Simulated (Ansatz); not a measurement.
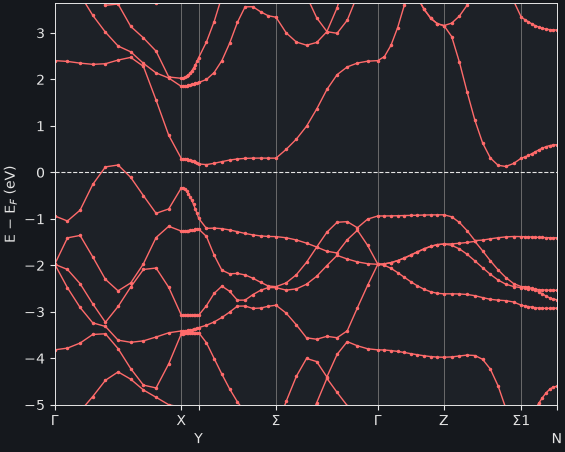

Band structure. Energies are counted from the Fermi level. The path runs straight from each named point to the next.

**Which Bravais lattice do the labels of the path belong to?**

A body-centred tetragonal lattice: the path Γ–X–Y–Σ–Γ–Z–Σ1–N runs through the special points of its Brillouin zone.

Calculation on RuAl2, space group I4/mmm, 3 atoms in the primitive cell; a = 3.121 Å, c = 8.444 Å (tetragonal axes).

Computed with Ansatz 0.2.0: PBEsol, all-electron LAPW, no spin polarisation, no spin-orbit coupling, 12×12×12 k mesh, Fermi-Dirac smearing of 0.05 eV.

**Metal, semiconductor or insulator?**

A metal: bands cross the Fermi level along this path.

**Which levels at N lie nearest to the Fermi level?**

At N the nearest levels lie 1.41 eV below and 0.59 eV above the Fermi level.

The cell comes from a database of computed structures, and whether it is the stable form of this composition wasn't checked. Bands are joined in order of energy, so crossings between the computed points show as kinks or gaps. In reduced coordinates of the cell that was run, X is (−0.5, 0.5, 0), Y is (−0.5, 0.5, −0.068), Σ is (−0.284, 0.284, −0.284), Z is (0.5, 0.5, −0.5), Σ1 is (0.284, 0.716, −0.716) and N is (0, 0.5, −0.5).
